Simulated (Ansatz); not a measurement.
## SnO: 6 runs along one coordinate

System: SnO (slab, 8 atoms in the cell).
Method: DFT PBE+D3(BJ), scalar-relativistic, plane waves, PAW, PAW set soft_1, no spin polarisation (Ansatz 0.2.0).

The 6 runs differ only in the geometry, by a shift of atoms along one path in a fixed cell. The shift s is measured from run 4: O6 moves along the Cartesian direction (0.00, 0.00, 1.00), and Sn5, O7 and Sn8 with it in fixed proportion. The structure derives from an entry of the Crystallography Open Database.

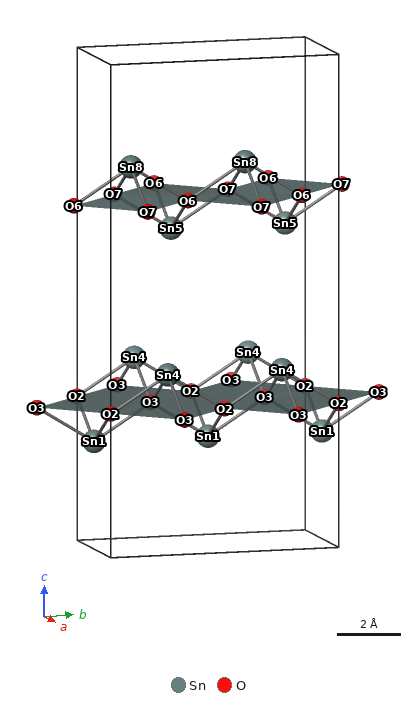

Figure 1. The structure of run 4 (polyhedral view of the 1 × 2 repeat of the cell, with the vacuum cut short, seen slightly off an axis; polyhedra are completed across the faces of the cell; atoms are numbered from 1 in the order of the input). An atom can appear more than once, as a periodic image.

**Input of run 4**
```yaml
crystal:
  lattice:
    - [3.8201715376, 0.0, 0.0]
    - [0.0, 3.8201715376, 0.0]
    - [0.0, 0.0, 22.2260699824]
  atoms:
    - { symbol: Sn, position: [0.5, 0.0, 0.2024649434] }
    - { symbol: O, position: [0.0, 0.0, 0.2556240262] }
    - { symbol: O, position: [0.5, 0.5, 0.2556240262] }
    - { symbol: Sn, position: [0.0, 0.5, 0.3087831091] }
    - { symbol: Sn, position: [0.25, 0.75, 0.5022496105] }
    - { symbol: O, position: [0.75, 0.75, 0.5554086933] }
    - { symbol: O, position: [0.25, 0.25, 0.5554086933] }
    - { symbol: Sn, position: [0.75, 0.25, 0.6085677762] }
basis:
  ecutwfc: 420
kpoints:
  mp_grid: { grid: [7, 7, 1] }
hamiltonian:
  xc: pbe
  pseudopotentials: { kind: paw, azcp: { folder: soft_1 } }
  dispersion: d3bj
scf:
  occupations: { method: gaussian, width: 0.05 }
output:
  forces: true
  eigenvalues: true
efield:
  axis: 3
  dipole_correction: true
  ramp_width: 0.04
```

Command:
```bash
ansatz run input.yaml --threads 2 --pin off --max-ram 6144MiB --backend cpu --events-out ev --progress --plain --runs-dir out
```

Run 2 differs from it as follows:
```diff
-    - { symbol: Sn, position: [0.25, 0.75, 0.5022496105] }
-    - { symbol: O, position: [0.75, 0.75, 0.5554086933] }
-    - { symbol: O, position: [0.25, 0.25, 0.5554086933] }
-    - { symbol: Sn, position: [0.75, 0.25, 0.6085677762] }
+    - { symbol: Sn, position: [0.25, 0.75, 0.4784037394] }
+    - { symbol: O, position: [0.75, 0.75, 0.5315628222] }
+    - { symbol: O, position: [0.25, 0.25, 0.5315628222] }
+    - { symbol: Sn, position: [0.75, 0.25, 0.5847219051] }
```

**Results, with one run withheld**

| run | shift s of O6 (Å) | free energy per atom, from the lowest run given (meV) | gap on the mesh (eV) | force along the path (eV/Å) |
| --- | --- | --- | --- | --- |
| 1 | −0.8000 | 1.13 | 2.03 | 0.097 |
| 2 | −0.5300 | ? | ? | ? |
| 3 | −0.2800 | 0.00 | 2.48 | −0.038 |
| 4 | 0.0000 | 1.83 | 2.61 | −0.062 |
| 5 | 0.4000 | 5.13 | 2.69 | −0.066 |
| 6 | 1.0000 | 9.53 | 2.80 | −0.049 |

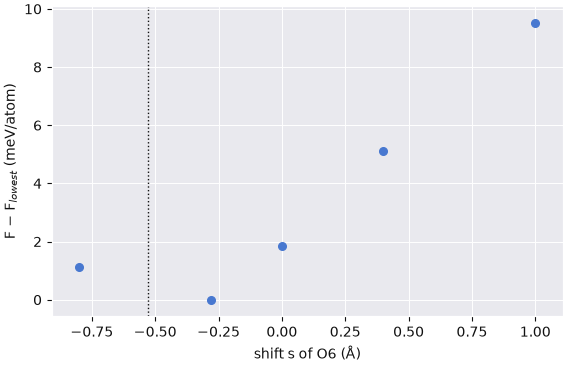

Figure 2. Free energy per atom of the runs given; the dotted line marks run 2.

Estimate the energy of run 2 from the others.

A cubic polynomial in the coordinate, fitted to the 5 runs given, misses them by at most 0.12 meV per atom. With x = s − 0.0640, it reads F = 2.2041 + 8.0517 x + 3.9694 x² − 4.5073 x³ (meV per atom). At run 2 it gives −0.23 meV per atom, and the run itself gives −0.53. The slope of the fit gives a force −dF/ds of 0.011 eV/Å along the path (summed over the atoms that move), and the printed forces give 0.009 eV/Å. The fit has its minimum at s = −0.4681 Å. The gap on the mesh goes, without turning, from 2.03 eV in run 1 to 2.80 eV in run 6; run 2 has 2.29 eV. These are gaps of this functional on this mesh, which can miss the band edges; they aren't the measured gap.

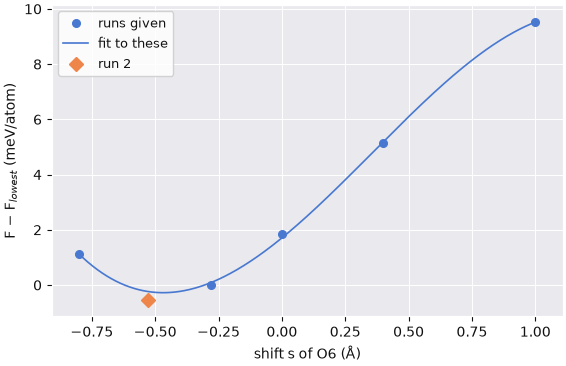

Figure 3. The fit and the withheld run.

**Output, shortened to warnings, some set-up lines, iterations and results (run 2)**
```
Basis set: ecut = 420 eV, 6355 PW (Γ), exchange–correlation on 54×54×300 points (8 copies of the dense FFT grid, shifted against one another)
Symmetry: 2 space group operations
k-points: 16 of 49 (time reversal used)
Initial density: superposition of atomic densities (neutral atoms: chi_scale 0, normalization atom)
[...]
SCF iter   1: F=—  HF=-26376.220424 eV  |F-HF|=—  |Δ(HF+E_count)|=         —  Δρ=9.25e-2  dr2=3.29e1  ethr=3.10e-3  p=0.000 e·Å  D=4.00e-8 V/Å  ΔV_dip=-0.00 eV  …
SCF iter   2: F=—  HF=-26370.121380 eV  |F-HF|=—  |Δ(HF+E_count)|=    6.10e0  Δρ=6.50e-2  dr2=1.01e1  ethr=3.10e-3  p=0.000 e·Å  D=2.97e-5 V/Å  ΔV_dip=-0.00 eV  …
SCF iter   3: F=—  HF=-26368.214224 eV  |F-HF|=—  |Δ(HF+E_count)|=    1.91e0  Δρ=1.42e-2  dr2=6.09e-1  ethr=3.10e-3  p=-0.000 e·Å  D=-3.02e-6 V/Å  ΔV_dip=0.00 eV  …
SCF iter   4: F=—  HF=-26368.163166 eV  |F-HF|=—  |Δ(HF+E_count)|=   5.11e-2  Δρ=5.65e-3  dr2=1.83e-1  ethr=7.62e-4  p=0.000 e·Å  D=4.90e-5 V/Å  ΔV_dip=-0.00 eV  …
SCF iter   5: F=—  HF=-26368.131475 eV  |F-HF|=—  |Δ(HF+E_count)|=   3.17e-2  Δρ=1.99e-3  dr2=2.12e-2  ethr=2.29e-4  p=-0.000 e·Å  D=-2.33e-5 V/Å  ΔV_dip=0.00 eV  …
SCF iter   6: F=—  HF=-26368.127560 eV  |F-HF|=—  |Δ(HF+E_count)|=   3.91e-3  Δρ=4.20e-4  dr2=1.62e-3  ethr=2.65e-5  p=0.000 e·Å  D=3.12e-5 V/Å  ΔV_dip=-0.00 eV  …
SCF iter   7: F=—  HF=-26368.127615 eV  |F-HF|=—  |Δ(HF+E_count)|=   5.50e-5  Δρ=3.60e-4  dr2=6.67e-4  ethr=2.02e-6  p=-0.000 e·Å  D=-2.85e-5 V/Å  ΔV_dip=0.00 eV  …
SCF iter   8: F=—  HF=-26368.127472 eV  |F-HF|=—  |Δ(HF+E_count)|=   1.44e-4  Δρ=3.11e-5  dr2=3.35e-6  ethr=8.34e-7  p=0.000 e·Å  D=5.15e-5 V/Å  ΔV_dip=-0.00 eV  …
SCF iter   9: F=—  HF=-26368.127301 eV  |F-HF|=—  |Δ(HF+E_count)|=   1.71e-4  Δρ=3.68e-5  dr2=5.60e-6  ethr=4.19e-9  p=-0.000 e·Å  D=-8.74e-5 V/Å  ΔV_dip=0.00 eV  …
SCF iter  10: F=—  HF=-26368.127300 eV  |F-HF|=—  |Δ(HF+E_count)|=   8.89e-7  Δρ=8.61e-6  dr2=2.79e-7  ethr=4.19e-9  p=0.000 e·Å  D=1.16e-5 V/Å  ΔV_dip=-0.00 eV  …
SCF iter  11: F=-26368.127300 eV  HF=-26368.127300 eV  |F-HF|=7.89e-10  |Δ(HF+E_count)|=   3.59e-8  Δρ=1.50e-6  dr2=6.40e-9  ethr=1.25e-10  p=0.000 e·Å  D=2.74e-6 V/Å  …
SCF 1 converged in 11 iterations: F = -26368.127300 eV  dr2 = 6.40e-9
SCF converged after 11 iterations
Free energy (F): -26368.127300 eV
Harris-Foulkes:  -26368.127300 eV  (|F-HF|=7.89e-10)
Internal energy: -26368.127300 eV  (E = F + TS)
E sigma→0 (E₀):  -26368.127300 eV
Fermi energy:    2.298910 eV
Dipole field:    D = -0.000014 V/Å  (p = -0.000025 e·Å, saw-weighted, corrected)
Work function:   Φ+ = 3.8627 eV   Φ− = 3.8624 eV
Levels:          The Fermi level and band energies are counted from a zero that moves with the ramp; work functions are not
--- Per-component energies (eV) ---
  E_band       = -990.643615
  E_kinetic    = 1342.036556
  E_local      = -43800.075799  (includes V_loc(G=0)·N_el)
  E_nonlocal   = 790.042951
  E_hartree    = 21412.072877
  E_xc         = -788.235453
  E_vxc        = -683.616880  (∫ρ·V_xc dr)
  E_paw        = -18126.164769  (= ΣΔE_a)
  E_vpaw       = -1463.182380  (= ΣTr[D̂ρ^β])
  E_aug_tail   = 0.004188  (compensation charges beyond the density's cutoff)
  E_efield     = 0.000000  (sawtooth field / dipole correction)
  E_vefield    = 0.000000  (∫n·V_field dr)
  E_ewald      = 12803.469947
  E_disp       = -1.277799  (pairwise vdW)
  E_smearing   = -0.000000  (= −TS)
  E_closure    = -0.000000  (closes the sum)
  Σ components = -26368.127300   (vs F -26368.127300, Δ=0.00e0)
--- Forces (eV/Å), atoms counted from 1 ---
  atom   1  Sn    -0.00939829    -0.00939829     0.02287122
  atom   2  O      0.01855751    -0.04905310     0.00732806
  atom   3  O     -0.04905310     0.01855751     0.00732806
  atom   4  Sn    -0.05656976    -0.05656976    -0.04632536
  atom   5  Sn     0.05656891     0.05656891     0.04626519
  atom   6  O      0.04905394    -0.01855769    -0.00729576
  atom   7  O     -0.01855769     0.04905394    -0.00729576
  atom   8  Sn     0.00939835     0.00939835    -0.02287810
  max |Σ_I F_I| component: 2.44e-6 eV/Å
```
